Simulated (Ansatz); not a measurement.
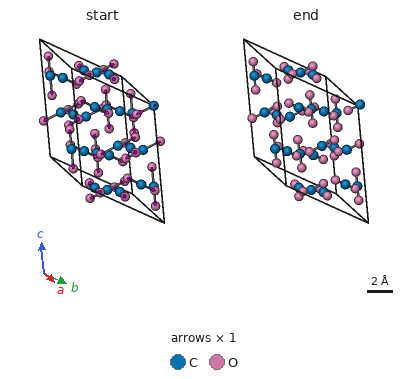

The structure of a defect cell of composition C16O31 (cell charge +2) before (left) and after (right) a relaxation, at one scale. The purple arrows give the displacements, at their true length.

The picture is a ball-and-stick view of the cell of the calculation, seen slightly off an axis.

Level of theory: DFT, PBE, plane-wave PAW, default files, scalar-relativistic (Ansatz). (plane-wave cutoff 420 eV; k-point mesh 3 × 3 × 3; occupations fermi dirac; smearing width 0.01 eV; no spin polarisation; atoms relaxed in a fixed cell; force threshold 0.03 eV/Å; at most 40 steps)

Describe what moved and what it gained.

Answer. An O atom moves most: 0.72 Å along [1 1 1]. Largest moves by element: O 0.72 Å, C 0.23 Å. The cell doesn't change. Near-neighbour distances that change, for instance: C–O 1.626 → 1.133 Å, C–O 1.626 → 1.170 Å. Over 8 geometry steps the energy falls by 126.964 eV per cell of the calculation. Largest force component: 5.9 eV/Å at the start, 0.0052 eV/Å at the end. Cost: 7.2 min on 1 thread of Intel(R) Xeon(R) 6975P-C (Granite Rapids) (shared host), peak memory 1.5 GiB.

Limits of the set-up: the cell is charged, on a uniform background, and energies carry no finite-size correction.
